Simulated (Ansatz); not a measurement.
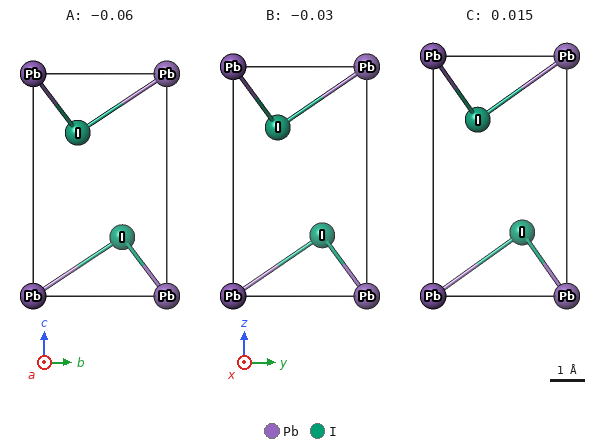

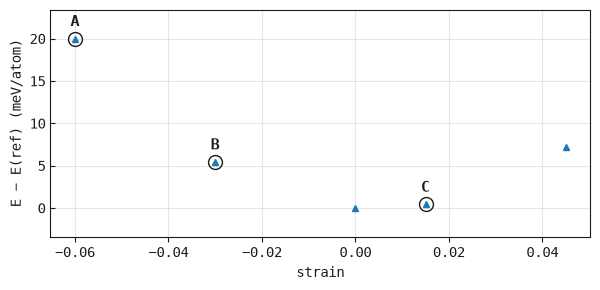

Energy scan for crystalline PbI2 (P-3m1), in which the cell is strained along z alone, with the atoms kept at their fractional coordinates. x, y and z are the Cartesian axes of the input. The lettered frames are marked on the plot. A ball-and-stick model of the cell of the calculation, seen along the a axis.

Theory: DFT PBEsol, scalar-relativistic, plane waves, PAW in Ansatz. (plane-wave cutoff 420 eV; k-point mesh 9 × 9 × 4; occupations gaussian; smearing width 0.05 eV; no spin polarisation). Energies (free energies at the smearing named) are counted from the cell as listed in its source, which wasn't relaxed.

### Read off the main features of the energy profile.

The lowest computed point lies at the strain 0.00 (0.0 meV/atom). At the ends of the scan the energy is 20.0 meV/atom (−0.06) and 7.2 meV/atom (0.045). The distortion keeps the space group P-3m1. At the strain −0.06 the cell of the drawing goes c 6.977 → 6.558 Å.

The computed points:

```tsv
strain	E − E(ref) (meV/atom)
−0.060	20.0
−0.030	5.5
0.000	0.0
0.015	0.4
0.045	7.2
```
